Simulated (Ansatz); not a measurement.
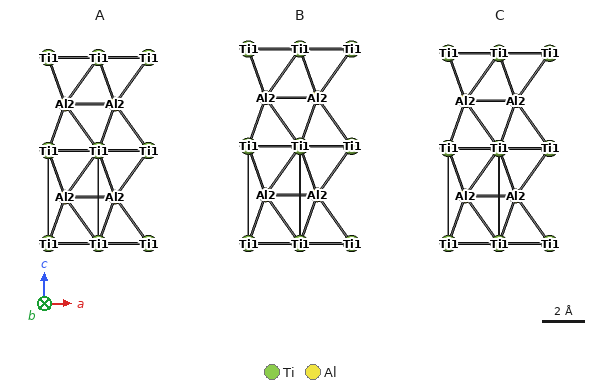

3 geometries from one relaxation of a crystal of TiAl (set up in P-6m2), in shuffled order. The picture is a ball-and-stick view of the cell of the calculation, repeated 2 × 1 × 2 with one cell outlined, seen along the b axis.

The run lets cell and atoms move.

Method: Ansatz, Kohn-Sham DFT of a periodic cell, PBEsol with D3(BJ)-ATM, Ansatz PAW. Set-up: plane-wave cutoff 420 eV; k-point mesh 11 × 11 × 6; occupations fermi-dirac; smearing width 0.05 eV; no spin polarisation; cell and atoms relaxed; force threshold 0.01 eV/Å; at most 40 steps.

Put them in the order of the run, from the start to the converged end.

B, A, C. They are steps 0, 1, 6, at +21.6 meV per atom, +14.2 meV per atom relative to the last. The atoms keep their places relative to the cell (all moves are under 0.005 Å). The drawn cell changes as follows: a = b 2.867 → 2.812 Å (−1.9 %), c 4.678 → 4.575 Å (−2.2 %); the volume changes by −6.0 %. Among the contacts that change: Ti1–Al2 2.866 → 2.805 Å, Ti1–Ti1 2.867 → 2.812 Å, Al2–Al2 2.867 → 2.812 Å. The space group stays P-6m2 (No. 187). Over 4 accepted moves (6 points after the start) the energy falls by 21.6 meV per atom. All forces vanish by symmetry, so only the cell relaxes. The pressure goes from −6.59 to 0.00 GPa. At 2 points the geometry stayed and the basis and grid were re-selected for the new cell (energy shift of 0.2 meV per atom at most each time). The run took 10 s on 2 threads of Arm Neoverse V2, on a shared host, peak memory 0.33 GiB.
